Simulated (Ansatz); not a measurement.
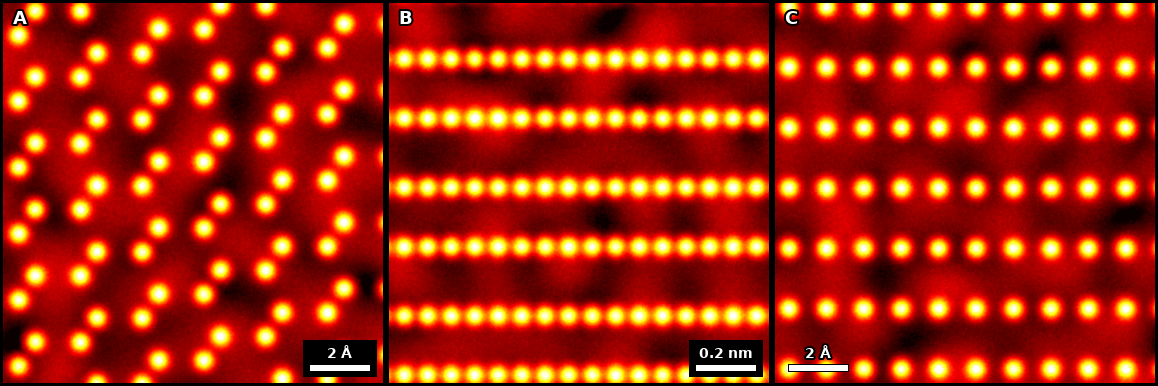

Three views of Co (Fmmm, No. 69) along different zone axes. Simulated incoherent Z contrast: every atom adds Z^1.7 spread by a probe of 0.50 Å full width; channelling and multiple scattering are left out. The display is stretched by a gamma of 0.65; percentages refer to the linear signal. Shot noise and the speckle of an amorphous layer were added. Structure used: coordinates from a relaxation with DFT PBE, scalar-relativistic, plane waves, PAW in Ansatz; the starting structure was generated, so it need not be a known form of this composition.

Space group Fmmm (No. 69). a = 2.561 Å, b = 4.128 Å, c = 8.786 Å, α = 90.00°, β = 90.00°, γ = 90.00°
```json
{"atom": "Co", "site": "8i", "symmetry": "mm2", "x": "0.5000", "y": "0.0000", "z": "0.3656"}
```

Match the panels to the zone axes [001], [011] and [210].

A is [011]: projected cell 2.26 × 2.26 Å, 111°, plane group c2mm. B is [210]: projected cell 0.80 × 4.39 Å, 90°, plane group p2mm. C is [001]: projected cell 1.28 × 2.06 Å, 90°, plane group p2mm.
